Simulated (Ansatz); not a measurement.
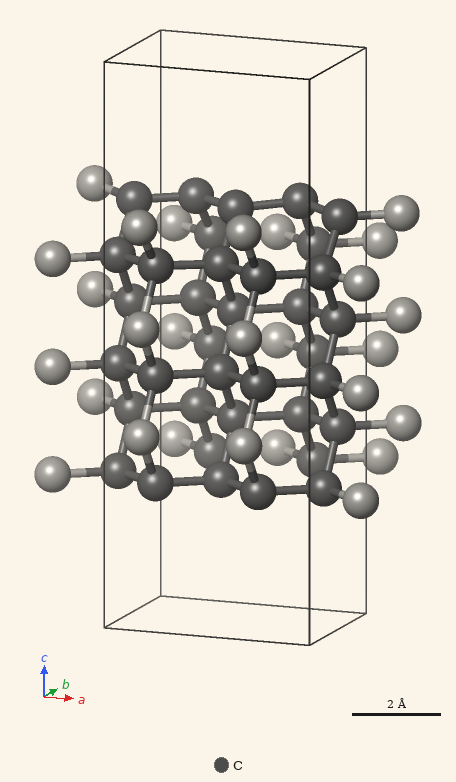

The input geometry (ball-and-stick view of the cell of the calculation, with the vacuum cut short, seen slightly off an axis; neighbours outside the cell are drawn fainter). An atom can appear more than once, as a periodic image. Near neighbours in the periodic cell (some may lie outside the picture): C has 3 C at 1.42 to 1.54 Å; C has 4 C at 1.48 to 1.60 Å.

**C: single-point calculation (part 1 of 2)**

- system: C (slab, 24 atoms in the cell)
- method: DFT PBE, scalar-relativistic, plane waves, PAW, spin-polarised (Ansatz 0.2.0)

The structure derives from an entry of the Crystallography Open Database. It belongs to a series of runs on one base structure; here: the slab alone at its places under the adsorbate. Figures and captions count atoms from 1; the log counts them from 0 in places.

**Input**
```yaml
crystal:
  lattice:
    - [5.04421694, 0.0, 0.0]
    - [0.0, 3.5668, 0.0]
    - [0.0, 0.0, 28.2652710164]
  atoms:
    - { symbol: C, position: [0.25, 0.0, 0.3537910531], spin: 0.31 }
    - { symbol: C, position: [0.75, 0.0, 0.3537910531], spin: 0.31 }
    - { symbol: C, position: [0.0, 0.25, 0.3537910531], spin: -0.3 }
    - { symbol: C, position: [0.5, 0.25, 0.3537910531], spin: -0.3 }
    - { symbol: C, position: [0.0, 0.5, 0.3984060226] }
    - { symbol: C, position: [0.5, 0.5, 0.3984060226] }
    - { symbol: C, position: [0.25, 0.75, 0.3984060226] }
    - { symbol: C, position: [0.75, 0.75, 0.3984060226] }
    - { symbol: C, position: [0.25, 0.0, 0.4430209921] }
    - { symbol: C, position: [0.75, 0.0, 0.4430209921] }
    - { symbol: C, position: [0.0, 0.25, 0.4430209921] }
    - { symbol: C, position: [0.5, 0.25, 0.4430209921] }
    - { symbol: C, position: [0.0003002353, 0.5005721467, 0.4874187705] }
    - { symbol: C, position: [0.4996997647, 0.5005721467, 0.4874187705] }
    - { symbol: C, position: [0.25, 0.7495119914, 0.4878458371] }
    - { symbol: C, position: [0.75, 0.7484615088, 0.4876871629] }
    - { symbol: C, position: [0.25, 0.0086201982, 0.5338793028] }
    - { symbol: C, position: [0.75, 0.0029887575, 0.5324852394] }
    - { symbol: C, position: [-0.0011584151, 0.2441675308, 0.5330200431] }
    - { symbol: C, position: [0.5011584151, 0.2441675308, 0.5330200431] }
    - { symbol: C, position: [0.0034122477, 0.5227237642, 0.5719555625], spin: 0.23 }
    - { symbol: C, position: [0.4965877523, 0.5227237642, 0.5719555625], spin: 0.23 }
    - { symbol: C, position: [0.25, 0.7165783422, 0.5732890102], spin: -0.13 }
    - { symbol: C, position: [0.75, 0.7403170483, 0.5756383008] }
basis:
  ecutwfc: 600.0
  fft_grid_basis: typed
kpoints:
  mp_grid: { grid: [5, 7, 1] }
hamiltonian:
  xc: pbe
  pseudopotentials: { kind: paw }
scf:
  occupations: { method: gaussian, width: 0.1 }
output:
  forces: true
  eigenvalues: true
  populations: true
  write_density: true
  volumetric_format: npy
efield:
  axis: 3
  dipole_correction: true
  ramp_width: 0.04
magnetization:
  spin_polarized: true
```

Run on 4 threads of Arm Neoverse V2, 24 GiB of memory available, shared host.

Launch command:
```bash
ansatz run input.yaml --threads 4 --pin off --max-ram 8847MiB --backend cpu --events-out ev --progress --plain --runs-dir out
```

**The program's output**
```
Engine: ansatz 0.2.0, aarch64-unknown-linux-gnu
Pseudopotentials: kind: paw
Pseudopotential: C, paw, valence charge 4, recommended cutoff 420 eV (normal), C.paw.azcp
Functional definition: PBE
  parameter kappa = 0.804
  parameter beta = 0.06672455060314922
  exchange = pbe_x(kappa = kappa, mu = beta*pi^2/3)
  correlation = pbe_c(beta = beta)
Crystal: 24 atoms, lattice volume = 508.541 Å³
Basis set: ecut = 600 eV, 16931 PW (Γ), exchange–correlation on 90×60×480 points (8 copies of the dense FFT grid, shifted against one another)
Bands: 73, of which v1, the nominal top of the filled ones, is band 48 counted from 1 (47 counted from 0)
Symmetry: 2 space group operations
k-points: 12 of 35 (time reversal used)
Non-local potential: C, projectors of the file, l = 0: 2, l = 1: 2, l = 2: 1
PAW form: soft (Blöchl's): semilocal exchange-correlation on the pseudo side does not see the compensation charge
PAW one-centre angular grid: C, 110 points (default); XC on 64 Gauss nodes
Initial density: superposition of atomic densities (neutral atoms: chi_scale 0, normalization atom)
Starting moments: Σ|m| = 1.81 μB on 7 of 24 sites
Initial wavefunctions: pseudopotential atomic-orbital guess
Functional: x = pbe(κ = 0.804, μ = 0.2195149727645171), c = pbe(β = 0.06672455060314922)
SCF iter   1: F=—  HF=-6012.270015 eV  |F-HF|=—  |Δ(HF+E_count)|=         —  Δρ=3.62e-2 (↑3.54e-2 ↓3.62e-2)  dr2=2.10e1  dr2_m=6.63e-2  M=0.044 μB ∫|m|=1.214 μB  β_m=0.30  ethr=3.10e-3  p=0.000 e·Å  D=8.58e-9 V/Å  ΔV_dip=-0.00 eV  dr2_dipole=1.83e-1  V_vac-E_F(+/−)=8.35/8.35 eV  ⟨swp⟩=8.3  Hψ=10510  notcnv=0  defer=281
efield: sawtooth ramp at fractional position 0.9447 (placed from the atoms, in the widest stretch of the axis that holds none; the zero of the levels goes with the place), width 0.0400; the density the first Hamiltonian is built on has a dipole p = 0.000 e·Å; the dipole correction subtracts the counter field D = 8.58e-9 V/Å, which shifts the + side's vacuum level by -0.00 eV against the − side's; the planar-averaged density in the ramp window peaks in size at 8.6e-8 e/Å³
preconditioner: auto → LDOS  [metal: Δε(μ)=0.034 eV  Ē_g=15.988 eV  σ=0.100 eV  W_gap=0.19  n_scr=66 (ndim 8)  ℏωp=16.1 eV  f_vac=0.654  D(μ)=2.83/eV (n_scr^D=8)]
spin=Collinear: LDOS preconditioning applied to the charge; magnetization (m = ρ↑ − ρ↓) channel mixes plain (no charge-response kernel on spin).
SCF iter   2: F=—  HF=-6008.047074 eV  |F-HF|=—  |Δ(HF+E_count)|=    4.22e0  Δρ=2.34e-2 (↑2.28e-2 ↓2.34e-2)  dr2=8.42e0  dr2_m=6.56e-2  M=0.031 μB ∫|m|=1.419 μB  β_m=0.30  ethr=3.10e-3  p=0.030 e·Å  D=1.06e-2 V/Å  ΔV_dip=-0.30 eV  dr2_dipole=8.07e-2  V_vac-E_F(+/−)=7.34/7.64 eV  ⟨swp⟩=3.6  Hψ=3697  notcnv=0  defer=445  κ⁻¹=1.0e0(r=1)
SCF iter   3: F=—  HF=-6005.779619 eV  |F-HF|=—  |Δ(HF+E_count)|=    2.27e0  Δρ=5.51e-3 (↑5.51e-3 ↓5.49e-3)  dr2=2.55e-1  dr2_m=6.28e-2  M=0.010 μB ∫|m|=1.598 μB  β_m=0.30  ethr=3.10e-3  p=0.070 e·Å  D=2.51e-2 V/Å  ΔV_dip=-0.71 eV  dr2_dipole=1.50e-2  V_vac-E_F(+/−)=5.65/6.36 eV  ⟨swp⟩=4.5  Hψ=3402  notcnv=0  defer=455  κ⁻¹=8.5e-3(r=2)
SCF iter   4: F=—  HF=-6005.837208 eV  |F-HF|=—  |Δ(HF+E_count)|=   5.76e-2  Δρ=4.11e-3 (↑4.11e-3 ↓4.11e-3)  dr2=4.76e-2  dr2_m=6.17e-2  M=0.000 μB ∫|m|=1.800 μB  β_m=0.30  ethr=2.65e-4  p=0.056 e·Å  D=2.00e-2 V/Å  ΔV_dip=-0.57 eV  dr2_dipole=6.93e-3  V_vac-E_F(+/−)=5.63/6.20 eV  ⟨swp⟩=3.7  Hψ=3317  notcnv=0  defer=450  κ⁻¹=1.9e-3(r=3)
SCF iter   5: F=—  HF=-6005.906623 eV  |F-HF|=—  |Δ(HF+E_count)|=   6.94e-2  Δρ=3.68e-3 (↑3.63e-3 ↓3.68e-3)  dr2=1.10e-2  dr2_m=5.94e-2  M=-0.006 μB ∫|m|=1.991 μB  β_m=0.30  ethr=4.95e-5  p=0.041 e·Å  D=1.45e-2 V/Å  ΔV_dip=-0.41 eV  dr2_dipole=2.36e-3  V_vac-E_F(+/−)=5.63/6.04 eV  ⟨swp⟩=2.6  Hψ=2575  notcnv=0  defer=450  κ⁻¹=2.4e-4(r=4)
SCF iter   6: F=—  HF=-6005.953663 eV  |F-HF|=—  |Δ(HF+E_count)|=   4.70e-2  Δρ=3.47e-3 (↑3.45e-3 ↓3.47e-3)  dr2=3.65e-3  dr2_m=5.53e-2  M=-0.013 μB ∫|m|=2.174 μB  β_m=0.30  ethr=1.15e-5  p=0.030 e·Å  D=1.08e-2 V/Å  ΔV_dip=-0.31 eV  dr2_dipole=9.92e-4  V_vac-E_F(+/−)=5.64/5.95 eV  ⟨swp⟩=2.8  Hψ=2530  notcnv=0  defer=454  κ⁻¹=5.2e-5(r=5)
SCF iter   7: F=—  HF=-6005.993429 eV  |F-HF|=—  |Δ(HF+E_count)|=   3.98e-2  Δρ=3.28e-3 (↑3.25e-3 ↓3.28e-3)  dr2=1.70e-3  dr2_m=4.93e-2  M=-0.020 μB ∫|m|=2.342 μB  β_m=0.30  ethr=3.80e-6  p=0.024 e·Å  D=8.60e-3 V/Å  ΔV_dip=-0.24 eV  dr2_dipole=4.05e-4  V_vac-E_F(+/−)=5.64/5.89 eV  ⟨swp⟩=3.8  Hψ=2844  notcnv=0  defer=453  κ⁻¹=8.3e-6(r=6)
SCF iter   8: F=—  HF=-6006.027733 eV  |F-HF|=—  |Δ(HF+E_count)|=   3.43e-2  Δρ=3.03e-3 (↑3.00e-3 ↓3.03e-3)  dr2=1.88e-4  dr2_m=4.24e-2  M=-0.026 μB ∫|m|=2.493 μB  β_m=1.00  ethr=1.77e-6  p=0.017 e·Å  D=6.12e-3 V/Å  ΔV_dip=-0.17 eV  dr2_dipole=2.99e-6  V_vac-E_F(+/−)=5.65/5.82 eV  ⟨swp⟩=3.6  Hψ=3531  notcnv=0  defer=453  κ⁻¹=3.2e-6(r=7)
SCF iter   9: F=—  HF=-6006.116460 eV  |F-HF|=—  |Δ(HF+E_count)|=   8.87e-2  Δρ=2.20e-3 (↑2.20e-3 ↓2.19e-3)  dr2=9.54e-3  dr2_m=2.21e-2  M=-0.046 μB ∫|m|=2.946 μB  β_m=1.00  ethr=1.96e-7  p=0.019 e·Å  D=6.59e-3 V/Å  ΔV_dip=-0.19 eV  dr2_dipole=3.03e-3  V_vac-E_F(+/−)=5.65/5.84 eV  ⟨swp⟩=4.9  Hψ=4871  notcnv=0  defer=454  κ⁻¹=2.3e-6(r=8)
SCF iter  10: F=—  HF=-6006.158205 eV  |F-HF|=—  |Δ(HF+E_count)|=   4.17e-2  Δρ=1.67e-3 (↑1.67e-3 ↓1.53e-3)  dr2=2.13e-2  dr2_m=1.09e-2  M=-0.059 μB ∫|m|=3.290 μB  β_m=1.00  ethr=1.96e-7  p=0.019 e·Å  D=6.80e-3 V/Å  ΔV_dip=-0.19 eV  dr2_dipole=5.98e-3  V_vac-E_F(+/−)=5.64/5.83 eV  ⟨swp⟩=4.0  Hψ=4680  notcnv=0  defer=461  κ⁻¹=3.6e-6(r=8)
SCF iter  11: F=—  HF=-6006.179211 eV  |F-HF|=—  |Δ(HF+E_count)|=   2.10e-2  Δρ=1.61e-3 (↑1.61e-3 ↓1.18e-3)  dr2=2.73e-2  dr2_m=7.52e-3  M=-0.057 μB ∫|m|=3.564 μB  β_m=1.00  ethr=1.96e-7  p=0.018 e·Å  D=6.57e-3 V/Å  ΔV_dip=-0.19 eV  dr2_dipole=6.18e-3  V_vac-E_F(+/−)=5.62/5.81 eV  ⟨swp⟩=4.3  Hψ=4293  notcnv=0  defer=461  κ⁻¹=1.2e-4(r=8)
SCF iter  12: F=—  HF=-6006.195148 eV  |F-HF|=—  |Δ(HF+E_count)|=   1.59e-2  Δρ=1.81e-3 (↑1.81e-3 ↓1.02e-3)  dr2=3.25e-2  dr2_m=7.28e-3  M=-0.038 μB ∫|m|=3.805 μB  β_m=0.85  ethr=1.96e-7  p=0.018 e·Å  D=6.43e-3 V/Å  ΔV_dip=-0.18 eV  dr2_dipole=5.11e-3  V_vac-E_F(+/−)=5.61/5.79 eV  ⟨swp⟩=4.0  Hψ=3780  notcnv=0  defer=461
Mixer restart at iter 12: flushing history
spin-set hold released at iteration 12 (site moments contracting): the magnetisation degrees of freedom join the quasi-Newton model from the next iteration; the mixer history was flushed
SCF iter  13: F=—  HF=-6006.204106 eV  |F-HF|=—  |Δ(HF+E_count)|=   8.96e-3  Δρ=1.66e-3 (↑1.66e-3 ↓9.27e-4)  dr2=8.55e-3  dr2_m=6.76e-3  M=-0.018 μB ∫|m|=3.989 μB  β_m=0.65  ethr=1.96e-7  p=0.004 e·Å  D=1.33e-3 V/Å  ΔV_dip=-0.04 eV  dr2_dipole=3.37e-4  V_vac-E_F(+/−)=5.59/5.63 eV  ⟨swp⟩=4.0  Hψ=3920  notcnv=0  defer=464
density mixer auto → msr1: a metal under ldos (density of states about μ 0.47 of a free-electron gas's, 66 screened modes)
SCF iter  14: F=—  HF=-6006.222089 eV  |F-HF|=—  |Δ(HF+E_count)|=   1.80e-2  Δρ=1.07e-3 (↑1.07e-3 ↓9.45e-4)  dr2=3.12e-3  dr2_m=4.52e-3  M=-0.001 μB ∫|m|=4.209 μB  β_m=0.82  ethr=1.96e-7  p=0.000 e·Å  D=6.31e-5 V/Å  ΔV_dip=-0.00 eV  dr2_dipole=1.51e-5  V_vac-E_F(+/−)=5.54/5.54 eV  ⟨swp⟩=4.4  Hψ=4680  notcnv=0  defer=479
SCF iter  15: F=—  HF=-6006.232871 eV  |F-HF|=—  |Δ(HF+E_count)|=   1.08e-2  Δρ=7.99e-4 (↑7.99e-4 ↓6.33e-4)  dr2=2.54e-3  dr2_m=2.23e-3  M=0.001 μB ∫|m|=4.370 μB  β_m=0.91  ethr=1.96e-7  p=-0.002 e·Å  D=-6.60e-4 V/Å  ΔV_dip=0.02 eV  dr2_dipole=4.02e-4  V_vac-E_F(+/−)=5.48/5.46 eV  ⟨swp⟩=4.2  Hψ=4033  notcnv=0  defer=479
SCF iter  16: F=—  HF=-6006.238233 eV  |F-HF|=—  |Δ(HF+E_count)|=   5.36e-3  Δρ=5.72e-4 (↑5.72e-4 ↓3.58e-4)  dr2=2.20e-3  dr2_m=7.95e-4  M=-0.001 μB ∫|m|=4.494 μB  β_m=0.80  ethr=1.96e-7  p=0.006 e·Å  D=2.28e-3 V/Å  ΔV_dip=-0.06 eV  dr2_dipole=6.75e-5  V_vac-E_F(+/−)=5.42/5.49 eV  ⟨swp⟩=4.2  Hψ=4196  notcnv=0  defer=480
SCF iter  17: F=—  HF=-6006.240103 eV  |F-HF|=—  |Δ(HF+E_count)|=   1.87e-3  Δρ=1.66e-4 (↑1.66e-4 ↓1.40e-4)  dr2=1.26e-4  dr2_m=9.56e-5  M=0.000 μB ∫|m|=4.590 μB  β_m=0.77  ethr=1.96e-7  p=0.010 e·Å  D=3.49e-3 V/Å  ΔV_dip=-0.10 eV  dr2_dipole=4.38e-6  V_vac-E_F(+/−)=5.39/5.49 eV  ⟨swp⟩=3.7  Hψ=3594  notcnv=0  defer=482
SCF iter  18: F=—  HF=-6006.240360 eV  |F-HF|=—  |Δ(HF+E_count)|=   2.57e-4  Δρ=3.65e-5 (↑2.98e-5 ↓3.65e-5)  dr2=1.79e-5  dr2_m=2.65e-6  M=0.000 μB ∫|m|=4.639 μB  β_m=0.71  ethr=1.31e-7  p=0.012 e·Å  D=4.19e-3 V/Å  ΔV_dip=-0.12 eV  dr2_dipole=3.71e-7  V_vac-E_F(+/−)=5.37/5.48 eV  ⟨swp⟩=3.5  Hψ=3628  notcnv=0  defer=486
SCF iter  19: F=—  HF=-6006.240119 eV  |F-HF|=—  |Δ(HF+E_count)|=   2.41e-4  Δρ=1.93e-5 (↑1.89e-5 ↓1.93e-5)  dr2=1.61e-6  dr2_m=1.50e-6  M=0.000 μB ∫|m|=4.641 μB  β_m=0.75  ethr=1.87e-8  p=0.012 e·Å  D=4.15e-3 V/Å  ΔV_dip=-0.12 eV  dr2_dipole=2.04e-7  V_vac-E_F(+/−)=5.36/5.48 eV  ⟨swp⟩=2.2  Hψ=2474  notcnv=0  defer=486
SCF iter  20: F=—  HF=-6006.240123 eV  |F-HF|=—  |Δ(HF+E_count)|=   3.42e-6  Δρ=8.26e-6 (↑7.61e-6 ↓8.26e-6)  dr2=2.87e-7  dr2_m=2.50e-7  M=0.000 μB ∫|m|=4.638 μB  β_m=0.79  ethr=1.68e-9  p=0.011 e·Å  D=4.08e-3 V/Å  ΔV_dip=-0.12 eV  dr2_dipole=7.12e-9  V_vac-E_F(+/−)=5.37/5.48 eV  ⟨swp⟩=3.5  Hψ=3418  notcnv=0  defer=486
SCF iter  21: F=—  HF=-6006.240123 eV  |F-HF|=—  |Δ(HF+E_count)|=   3.76e-7  Δρ=4.71e-6 (↑4.71e-6 ↓3.63e-6)  dr2=1.58e-7  dr2_m=5.97e-8  M=0.000 μB ∫|m|=4.637 μB  β_m=0.75  ethr=2.99e-10  p=0.011 e·Å  D=4.05e-3 V/Å  ΔV_dip=-0.11 eV  dr2_dipole=2.68e-10  V_vac-E_F(+/−)=5.37/5.48 eV  ⟨swp⟩=3.6  Hψ=3294  notcnv=0  defer=486
SCF iter  22: F=—  HF=-6006.240123 eV  |F-HF|=—  |Δ(HF+E_count)|=   7.95e-8  Δρ=1.86e-6 (↑1.86e-6 ↓1.62e-6)  dr2=2.08e-8  dr2_m=1.13e-8  M=0.000 μB ∫|m|=4.638 μB  β_m=0.78  ethr=1.04e-10  p=0.011 e·Å  D=4.05e-3 V/Å  ΔV_dip=-0.11 eV  dr2_dipole=1.37e-10  V_vac-E_F(+/−)=5.37/5.48 eV  ⟨swp⟩=45.1  Hψ=21158  notcnv=0
iter 23 met the thresholds in force, and the SCF goes on: an eigenvalue changes by 3.73 meV, over its tolerance of 0.50 meV (output.eigenvalues, Limitations)
SCF iter  23: F=-6006.240123 eV  HF=-6006.240123 eV  |F-HF|=4.61e-9  |Δ(HF+E_count)|=   2.61e-8  Δρ=7.38e-7 (↑7.38e-7 ↓5.75e-7)  dr2=9.34e-9  dr2_m=1.21e-9  M=0.000 μB ∫|m|=4.638 μB  β_m=0.69  ethr=2.17e-11  p=0.011 e·Å  D=4.05e-3 V/Å  ΔV_dip=-0.11 eV  dr2_dipole=4.15e-11  V_vac-E_F(+/−)=5.37/5.48 eV  ⟨swp⟩=9.9  Hψ=7400  notcnv=0
SCF iter  24: F=-6006.240123 eV  HF=-6006.240123 eV  |F-HF|=4.20e-9  |Δ(HF+E_count)|=   1.78e-9  Δρ=4.39e-7 (↑4.39e-7 ↓3.85e-7)  dr2=6.28e-9  dr2_m=4.41e-10  M=0.000 μB ∫|m|=4.638 μB  ethr=9.73e-12  p=0.011 e·Å  D=4.05e-3 V/Å  ΔV_dip=-0.11 eV  dr2_dipole=9.51e-12  V_vac-E_F(+/−)=5.37/5.48 eV  ⟨swp⟩=4.7  Hψ=6245  notcnv=0
SCF 1 converged in 24 iterations: F = -6006.240123 eV  dr2 = 6.28e-9
  greatest PAW one-centre occupation: 0.677 electrons in one spin orbital (limit 2), on the C atom at site 22 (counted from 0), in its partial waves of l = 0
```

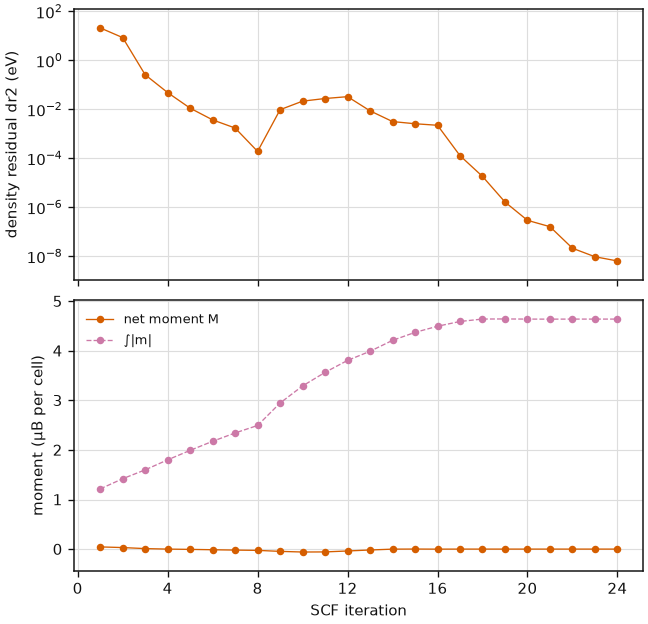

Convergence of the self-consistent field: density residual dr2 and magnetic moment against the SCF iteration. The residual falls unevenly and jumps up by a factor of two or more 2 times on the way down. The net moment starts and ends at 0.0 μB per cell.
